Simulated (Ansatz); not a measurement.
## Nudged elastic band of B₁₄HN₁₄ (charge −1) (part 3 of 3)

The same run, continued: B₁₄HN₁₄ (defect cell, 29 atoms in the cell, total charge −1); DFT PBE, scalar-relativistic, plane waves, PAW, no spin polarisation (Ansatz 0.2.0); cutoff 420 eV, 2×2×2 k-mesh, Gaussian smearing of 0.02 eV. The structure derives from a Materials Project entry. It belongs to a series of runs on one base structure; here: climbing-image band for the jump of H by 2.13 A.

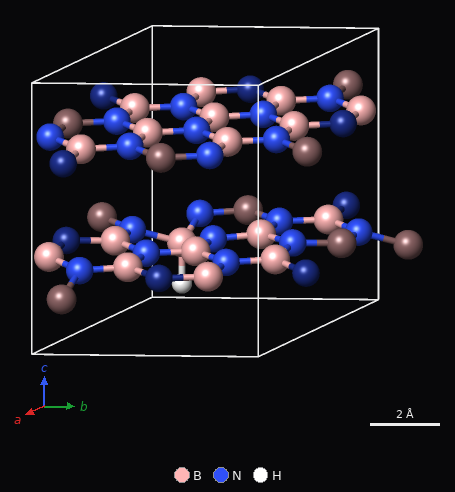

Fig. 1: The starting structure (ball-and-stick view of the cell of the calculation, seen at an oblique angle; neighbours outside the cell are drawn fainter). An atom can appear more than once, as a periodic image.

## The last band as extended XYZ (Å, eV, eV/Å)
```
29
Lattice="6.2805 -2.1756 0.0000 -5.0244 -4.3512 0.0000 0.0000 0.0000 -8.3432" Properties=species:S:1:pos:R:3:forces:R:3 image=0 energy=-7603.72093
B    -2.5229   -2.9051   -6.2531    0.0017   0.0012  -0.0025
B    -0.0107   -2.9014   -6.2374   -0.0024  -0.0075  -0.0036
B     5.0164   -2.9065   -6.2372   -0.0049  -0.0005  -0.0004
B     2.5012   -2.9046   -6.2529    0.0000  -0.0026  -0.0016
B     1.2423   -0.7309   -6.2383    0.0028  -0.0015   0.0033
B     1.2451   -5.0807   -6.2537   -0.0006   0.0047   0.0020
B    -1.2670   -5.0805   -6.2528    0.0008   0.0016   0.0012
B    -1.2002   -3.6119   -2.5810   -0.0023  -0.0086   0.0055
B     1.2794   -3.6199   -2.5447    0.0014   0.0054   0.0058
B     0.0393   -1.4416   -2.0458    0.0012   0.0050  -0.0038
B     3.8127   -3.6010   -2.5420   -0.0012  -0.0077  -0.0080
B     2.5388   -1.4286   -2.5790    0.0085   0.0016  -0.0103
B    -3.7185   -3.6287   -2.5433   -0.0047  -0.0018  -0.0043
B     0.0345   -5.8090   -2.5808    0.0026   0.0039   0.0065
N    -2.4679   -2.8862   -2.5528    0.0034   0.0032   0.0033
N     0.0403   -2.9105   -2.5081   -0.0080  -0.0016  -0.0003
N     5.0467   -2.8826   -2.5052   -0.0049   0.0017   0.0035
N     2.5443   -2.8894   -2.5527   -0.0052   0.0022   0.0055
N     1.3110   -0.7053   -2.5062    0.0068  -0.0047   0.0073
N     1.2970   -5.0741   -2.5549    0.0001  -0.0024   0.0042
N    -1.2171   -5.0670   -2.6618   -0.0027  -0.0006  -0.0050
N    -1.2667   -3.6300   -6.2574   -0.0002   0.0020   0.0043
N     1.2453   -3.6300   -6.2571    0.0001   0.0024   0.0013
N    -0.0110   -1.4545   -6.2112    0.0017   0.0021  -0.0090
N     3.7575   -3.6302   -6.2563    0.0024   0.0014  -0.0007
N     2.5011   -1.4544   -6.2566   -0.0010   0.0005  -0.0006
N    -3.7793   -3.6301   -6.2574    0.0003  -0.0012  -0.0006
N    -0.0109   -5.8059   -6.2573    0.0030  -0.0016   0.0012
H     0.0399   -1.4439   -0.7816    0.0013   0.0032  -0.0043
29
Lattice="6.2805 -2.1756 0.0000 -5.0244 -4.3512 0.0000 0.0000 0.0000 -8.3432" Properties=species:S:1:pos:R:3:forces:R:3 image=1 energy=-7603.71981
B    -2.2446   -3.0475   -6.2206    0.0010  -0.0004  -0.0002
B     0.2672   -3.0451   -6.2040    0.0008  -0.0006  -0.0003
B     5.2946   -3.0498   -6.2150    0.0008  -0.0005  -0.0003
B     2.7805   -3.0484   -6.2194    0.0010  -0.0004  -0.0001
B     1.5209   -0.8738   -6.2042    0.0009  -0.0004  -0.0002
B     1.5228   -5.2245   -6.2199    0.0008  -0.0006  -0.0001
B    -0.9881   -5.2239   -6.2195    0.0010  -0.0006   0.0003
B    -1.4743   -3.4760   -2.4601   -0.0013   0.0006   0.0002
B     1.0054   -3.4833   -2.4225   -0.0009   0.0005  -0.0003
B    -0.2383   -1.3029   -1.9281   -0.0013   0.0007  -0.0004
B     3.5386   -3.4652   -2.4291   -0.0009   0.0002   0.0001
B     2.2650   -1.2927   -2.4610   -0.0005   0.0002   0.0001
B    -3.9925   -3.4926   -2.4224   -0.0008   0.0006   0.0001
B    -0.2394   -5.6725   -2.4672   -0.0003   0.0011   0.0002
N    -2.7418   -2.7502   -2.4335   -0.0002   0.0004   0.0004
N    -0.2340   -2.7743   -2.3814    0.0002   0.0006   0.0008
N     4.7724   -2.7464   -2.3984   -0.0008   0.0002  -0.0009
N     2.2704   -2.7534   -2.4345   -0.0007   0.0006   0.0003
N     1.0373   -0.5694   -2.3812   -0.0008  -0.0001   0.0007
N     1.0230   -4.9378   -2.4346   -0.0009  -0.0002   0.0004
N    -1.4912   -4.9305   -2.5461   -0.0007   0.0004   0.0000
N    -0.9885   -3.7732   -6.2226    0.0005  -0.0003  -0.0002
N     1.5236   -3.7734   -6.2214    0.0007  -0.0003  -0.0001
N     0.2689   -1.5985   -6.1802    0.0008  -0.0004  -0.0003
N     4.0358   -3.7735   -6.2234    0.0006  -0.0005  -0.0001
N     2.7795   -1.5977   -6.2228    0.0006  -0.0004  -0.0002
N    -3.5009   -3.7733   -6.2224    0.0007  -0.0004  -0.0001
N     0.2673   -5.9490   -6.2220    0.0007  -0.0002  -0.0002
H    -0.2528   -1.2946   -0.6629   -0.0010   0.0006   0.0005
29
Lattice="6.2805 -2.1756 0.0000 -5.0244 -4.3512 0.0000 0.0000 0.0000 -8.3432" Properties=species:S:1:pos:R:3:forces:R:3 image=2 energy=-7603.73723
B    -1.9752   -3.2041   -6.1902    0.0020  -0.0005  -0.0001
B     0.5371   -3.2032   -6.1823    0.0017  -0.0019  -0.0007
B     5.5628   -3.2063   -6.2066    0.0011  -0.0007  -0.0002
B     3.0511   -3.2064   -6.1884    0.0020  -0.0005  -0.0006
B     1.7917   -1.0312   -6.1833    0.0020  -0.0010  -0.0007
B     1.7918   -5.3825   -6.1889    0.0020  -0.0011  -0.0002
B    -0.7175   -5.3816   -6.1898    0.0021  -0.0017  -0.0005
B    -1.7425   -3.3252   -2.3383   -0.0016   0.0013   0.0004
B     0.7375   -3.3324   -2.2999   -0.0028   0.0008  -0.0005
B    -0.5045   -1.1532   -1.8023   -0.0038   0.0019   0.0009
B     3.2706   -3.3146   -2.3028   -0.0022   0.0013   0.0020
B     1.9970   -1.1419   -2.3384   -0.0016   0.0025   0.0001
B    -4.2609   -3.3417   -2.3001   -0.0014   0.0009   0.0006
B    -0.5074   -5.5217   -2.3411   -0.0017   0.0015   0.0017
N    -3.0101   -2.5995   -2.3112   -0.0010   0.0003   0.0008
N    -0.5023   -2.6233   -2.2571    0.0011   0.0007   0.0024
N     4.5044   -2.5955   -2.2638   -0.0008   0.0003  -0.0024
N     2.0024   -2.6025   -2.3111   -0.0005   0.0000  -0.0001
N     0.7691   -0.4186   -2.2569   -0.0004  -0.0015   0.0022
N     0.7548   -4.7867   -2.3115   -0.0012   0.0001   0.0005
N    -1.7592   -4.7799   -2.4244   -0.0011   0.0005   0.0004
N    -0.7188   -3.9306   -6.1934    0.0007  -0.0007  -0.0007
N     1.7934   -3.9310   -6.1894    0.0014  -0.0002  -0.0005
N     0.5392   -1.7562   -6.1724    0.0008  -0.0002  -0.0029
N     4.3046   -3.9314   -6.1897    0.0018  -0.0014  -0.0008
N     3.0496   -1.7553   -6.1934    0.0007  -0.0007  -0.0007
N    -3.2312   -3.9309   -6.1932    0.0011  -0.0009  -0.0008
N     0.5370   -6.1054   -6.1892    0.0019  -0.0006  -0.0008
H    -0.5112   -1.1493   -0.5331   -0.0022   0.0013   0.0011
29
Lattice="6.2805 -2.1756 0.0000 -5.0244 -4.3512 0.0000 0.0000 0.0000 -8.3432" Properties=species:S:1:pos:R:3:forces:R:3 image=3 energy=-7603.70859
B    -1.8803   -3.2632   -6.4011    0.0009  -0.0030   0.0013
B     0.6359   -3.2629   -6.3941    0.0136   0.0134   0.0014
B     5.6603   -3.2669   -6.5635   -0.0274   0.0126   0.0119
B     3.1506   -3.2694   -6.3930   -0.0024   0.0032   0.0029
B     1.8904   -1.0950   -6.4028   -0.0039  -0.0128   0.0003
B     1.8869   -5.4436   -6.3924    0.0005  -0.0012   0.0047
B    -0.6166   -5.4411   -6.4011   -0.0117   0.0006   0.0033
B    -1.8516   -3.2653   -1.9790    0.0160  -0.0089  -0.0068
B     0.6324   -3.2722   -1.9459    0.0018  -0.0089   0.0005
B    -0.6119   -1.0927   -1.4740    0.0039  -0.0066   0.0628
B     3.1626   -3.2557   -1.9496   -0.0025   0.0128  -0.0042
B     1.8920   -1.0832   -1.9792   -0.0041   0.0143  -0.0042
B    -4.3684   -3.2799   -1.9444    0.0084  -0.0036  -0.0031
B    -0.6136   -5.4587   -1.9837   -0.0200  -0.0151  -0.0064
N    -3.1174   -2.5394   -1.9580   -0.0074  -0.0046  -0.0040
N    -0.6089   -2.5632   -1.8927   -0.0191   0.0136  -0.0009
N     4.3976   -2.5349   -1.9038    0.0164  -0.0060   0.0229
N     1.8961   -2.5424   -1.9600    0.0054  -0.0048  -0.0019
N     0.6627   -0.3586   -1.8902   -0.0071   0.0070  -0.0058
N     0.6481   -4.7260   -1.9593    0.0001   0.0134  -0.0028
N    -1.8661   -4.7192   -2.0626    0.0033  -0.0018   0.0067
N    -0.6218   -3.9899   -6.3955    0.0020  -0.0059   0.0041
N     1.8914   -3.9920   -6.3682   -0.0073  -0.0009   0.0000
N     0.6422   -1.8200   -6.4184    0.0012  -0.0018   0.0041
N     4.3973   -3.9953   -6.4144    0.0097  -0.0152  -0.0168
N     3.1492   -1.8166   -6.3964    0.0035   0.0021   0.0057
N    -3.1345   -3.9933   -6.3952    0.0013   0.0081   0.0029
N     0.6345   -6.1603   -6.4136    0.0236  -0.0004  -0.0198
H    -0.6200   -1.0901   -0.1718    0.0014   0.0005  -0.0588
29
Lattice="6.2805 -2.1756 0.0000 -5.0244 -4.3512 0.0000 0.0000 0.0000 -8.3432" Properties=species:S:1:pos:R:3:forces:R:3 image=4 energy=-7603.73921
B    -1.9592   -3.2158   -6.0645    0.0012  -0.0015  -0.0006
B     0.5678   -3.2115   -6.0241    0.0016   0.0004   0.0014
B     5.5889   -3.2285   -6.5625    0.0044  -0.0022   0.0084
B     3.0877   -3.2400   -6.0261   -0.0002   0.0015  -0.0006
B     1.8142   -1.0672   -6.0625    0.0003  -0.0028   0.0022
B     1.8029   -5.4079   -6.0262    0.0043  -0.0029  -0.0012
B    -0.6771   -5.4007   -6.0644    0.0000   0.0002  -0.0012
B    -1.8045   -3.3054   -2.1319   -0.0012   0.0005   0.0002
B     0.7045   -3.3062   -2.1309   -0.0015   0.0009   0.0019
B    -0.5510   -1.1306   -2.1087   -0.0013   0.0009  -0.0039
B     3.2197   -3.3054   -2.1354   -0.0012   0.0011  -0.0007
B     1.9603   -1.1302   -2.1323   -0.0012   0.0006   0.0005
B    -4.3180   -3.3083   -2.1305   -0.0015   0.0004   0.0005
B    -0.5499   -5.4846   -2.1366   -0.0016   0.0008  -0.0010
N    -3.0620   -2.5813   -2.1272   -0.0008   0.0004  -0.0009
N    -0.5499   -2.5828   -2.1324   -0.0012   0.0005  -0.0006
N     4.4723   -2.5805   -2.1446   -0.0009   0.0002   0.0036
N     1.9619   -2.5814   -2.1271   -0.0006   0.0010  -0.0013
N     0.7072   -0.4051   -2.1319   -0.0013   0.0009  -0.0002
N     0.7060   -4.7574   -2.1272   -0.0007   0.0004  -0.0013
N    -1.8062   -4.7570   -2.1317   -0.0013   0.0002  -0.0011
N    -0.6944   -3.9464   -6.0532    0.0005   0.0000   0.0002
N     1.8196   -3.9532   -5.9401   -0.0012  -0.0006   0.0004
N     0.5802   -1.7863   -6.1024    0.0018  -0.0004  -0.0008
N     4.3156   -3.9632   -6.1083   -0.0006  -0.0007   0.0014
N     3.0822   -1.7794   -6.0533    0.0023   0.0001  -0.0003
N    -3.2099   -3.9579   -6.0535    0.0003   0.0004  -0.0002
N     0.5626   -6.1098   -6.1081   -0.0008   0.0009   0.0015
H    -0.6863   -1.0558    0.5116    0.0021  -0.0011  -0.0062
29
Lattice="6.2805 -2.1756 0.0000 -5.0244 -4.3512 0.0000 0.0000 0.0000 -8.3432" Properties=species:S:1:pos:R:3:forces:R:3 image=5 energy=-7603.72129
B    -2.2264   -3.0643   -5.9289    0.0012  -0.0005  -0.0003
B     0.3009   -3.0600   -5.8837    0.0011  -0.0009  -0.0004
B     5.3243   -3.0785   -6.4234    0.0014  -0.0008  -0.0003
B     2.8209   -3.0886   -5.8903    0.0010  -0.0008  -0.0002
B     1.5473   -0.9161   -5.9219    0.0011  -0.0007  -0.0005
B     1.5358   -5.2565   -5.8911    0.0013  -0.0006  -0.0002
B    -0.9439   -5.2493   -5.9288    0.0014  -0.0008  -0.0003
B    -1.5369   -3.4637   -2.1148   -0.0013   0.0008   0.0001
B     0.9737   -3.4644   -2.1151   -0.0013   0.0007   0.0003
B    -0.2845   -1.2874   -2.1169   -0.0012   0.0007   0.0006
B     3.4890   -3.4633   -2.1299   -0.0013   0.0007   0.0003
B     2.2294   -1.2887   -2.1155   -0.0014   0.0007   0.0001
B    -4.0501   -3.4654   -2.1141   -0.0013   0.0007   0.0000
B    -0.2815   -5.6432   -2.1302   -0.0013   0.0008   0.0002
N    -2.7938   -2.7394   -2.1124   -0.0011   0.0006   0.0003
N    -0.2816   -2.7395   -2.1129   -0.0012   0.0007   0.0001
N     4.7410   -2.7385   -2.1528   -0.0010   0.0005   0.0001
N     2.2305   -2.7394   -2.1120   -0.0011   0.0006   0.0002
N     0.9744   -0.5636   -2.1115   -0.0012   0.0006   0.0002
N     0.9742   -4.9151   -2.1122   -0.0011   0.0006   0.0002
N    -1.5379   -4.9149   -2.1138   -0.0011   0.0006   0.0003
N    -0.9615   -3.7948   -5.9166    0.0010  -0.0003  -0.0001
N     1.5527   -3.8020   -5.8047    0.0010  -0.0007  -0.0003
N     0.3135   -1.6350   -5.9527    0.0015  -0.0006   0.0009
N     4.0486   -3.8119   -5.9709    0.0010  -0.0002  -0.0004
N     2.8155   -1.6280   -5.9166    0.0010  -0.0004   0.0000
N    -3.4771   -3.8067   -5.9176    0.0010  -0.0005  -0.0003
N     0.2956   -5.9583   -5.9706    0.0006  -0.0007  -0.0006
H    -0.9407   -0.9117    0.6541    0.0015  -0.0009  -0.0003
29
Lattice="6.2805 -2.1756 0.0000 -5.0244 -4.3512 0.0000 0.0000 0.0000 -8.3432" Properties=species:S:1:pos:R:3:forces:R:3 image=6 energy=-7603.72093
B    -2.4952   -2.9179   -5.7984    0.0053   0.0015  -0.0058
B     0.0321   -2.9130   -5.7641    0.0057  -0.0066   0.0103
B     5.0516   -2.9304   -6.2973    0.0050   0.0015   0.0038
B     2.5524   -2.9422   -5.7621   -0.0086  -0.0023  -0.0055
B     1.2787   -0.7696   -5.7999   -0.0039   0.0032   0.0043
B     1.2669   -5.1100   -5.7624    0.0047  -0.0003  -0.0065
B    -1.2122   -5.1024   -5.8012   -0.0073  -0.0029   0.0080
B    -1.2648   -3.6184   -2.0903   -0.0023  -0.0013   0.0016
B     1.2471   -3.6186   -2.0903    0.0018   0.0001  -0.0012
B    -0.0118   -1.4413   -2.1048    0.0001  -0.0031  -0.0033
B     3.7624   -3.6171   -2.1058   -0.0076  -0.0017   0.0036
B     2.5031   -1.4432   -2.0901    0.0019  -0.0009   0.0025
B    -3.7775   -3.6186   -2.0894    0.0038   0.0029  -0.0020
B    -0.0089   -5.7976   -2.1060   -0.0029   0.0040   0.0004
N    -2.5210   -2.8935   -2.0861    0.0021   0.0011  -0.0013
N    -0.0090   -2.8932   -2.0865   -0.0001   0.0011   0.0006
N     5.0153   -2.8933   -2.1320    0.0026  -0.0005   0.0090
N     2.5035   -2.8936   -2.0858    0.0016   0.0012  -0.0043
N     1.2470   -0.7177   -2.0858   -0.0009  -0.0009   0.0006
N     1.2469   -5.0691   -2.0858    0.0001  -0.0034  -0.0012
N    -1.2651   -5.0692   -2.0868    0.0024  -0.0014   0.0007
N    -1.2302   -3.6482   -5.7904   -0.0007   0.0056  -0.0055
N     1.2838   -3.6550   -5.6813   -0.0019   0.0021   0.0050
N     0.0447   -1.4880   -5.8370   -0.0006  -0.0082  -0.0073
N     3.7801   -3.6657   -5.8351   -0.0054   0.0062   0.0003
N     2.5470   -1.4814   -5.7904    0.0045  -0.0013  -0.0033
N    -3.7458   -3.6603   -5.7882   -0.0020  -0.0013  -0.0042
N     0.0269   -5.8119   -5.8379   -0.0010   0.0051  -0.0035
H    -1.2305   -0.7565    0.7816    0.0034   0.0005   0.0043
```

## Key numbers

```json
{"quantity": "outcome", "value": "converged"}
{"quantity": "barrier, forward", "value": "0.012 eV"}
{"quantity": "barrier, backward", "value": "0.012 eV"}
{"quantity": "electrons treated", "value": "114"}
{"quantity": "hardware", "value": "4 threads of Arm Neoverse V2, 24 GiB of memory available, shared host"}
{"quantity": "wall time", "value": "4.5 min (CPU time 12 min)"}
{"quantity": "peak memory", "value": "1.7 GiB"}
```

The cell is charged and computed with a neutralising background, so its energy and pressure depend on the cell and aren't those of a real crystal. The order of the saddle point was not checked.
